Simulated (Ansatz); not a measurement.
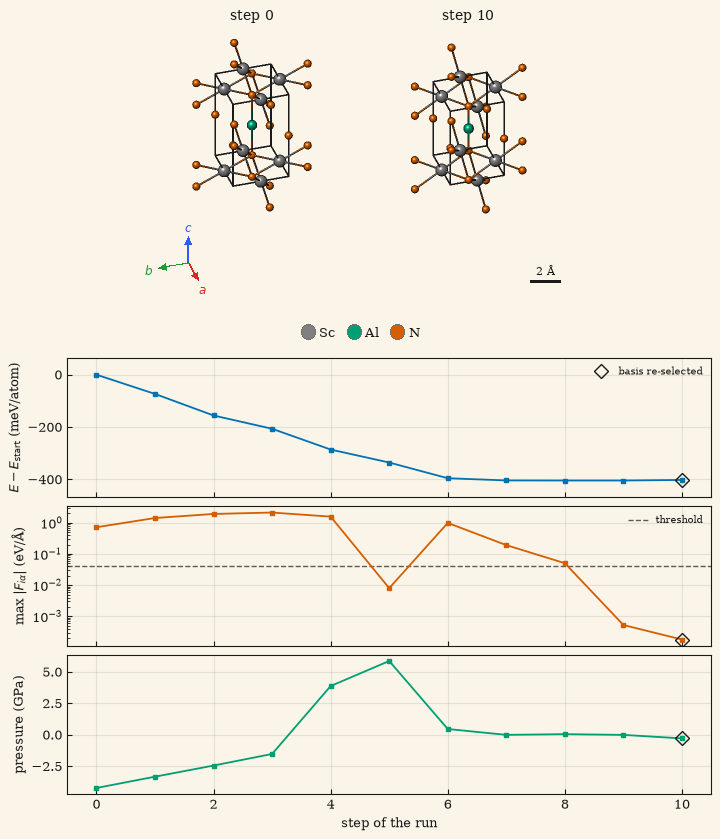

First and last geometry of a relaxation of crystalline Sc₂AlN₃ (a generated structure, set up in P4/mmm) (coarse preliminary run), with the history of the run. The picture is a ball-and-stick view of the cell of the calculation, seen from a free direction.

The calculation used DFT PBE, scalar-relativistic, plane waves, PAW (Ansatz 0.2.0). (plane-wave cutoff 420 eV; k-point mesh 4 × 4 × 4; occupations gaussian; smearing width 0.1 eV; no spin polarisation; cell and atoms relaxed; force threshold 0.04 eV/Å; at most 70 steps)

What do the curves and the structures tell?

Answer. It converged. The energy falls by 402 meV per atom in 9 accepted moves (10 points after the start). The largest force component goes from 0.72 to 0.00018 eV/Å. The pressure goes from −4.23 to −0.29 GPa. The SCF was repeated once at an unchanged geometry on a basis and grid sized afresh for the cell, which shifted the energy by 2.1 meV per atom at most. The largest moves relative to the cell, 0.39 Å, are those of N atoms. Al and Sc stay in place. The drawn cell changes as follows: a = b 3.939 → 3.806 Å (−3.4 %), c 6.590 → 5.926 Å (−10.1 %); the volume changes by −16.1 %. Near-neighbour distances that change, for instance: Al–N 2.424 → 1.789 Å, N–N 1.741 → 2.348 Å, Sc–Sc 2.785 → 2.691 Å, N–Sc 2.153 → 2.236 Å. Bond angles that change, for instance: N–Sc–N 132.3° → 116.7°, Sc–N–Sc 132.3° → 116.7°, Sc–N–Sc 80.6° → 74.0°. The space group stays P4/mmm (No. 123). The run took 36 s on 1 thread of Arm Neoverse V2, on a shared host, peak memory 0.37 GiB.

Limits of the set-up: the k-point mesh is coarse for a cell with partly filled bands.
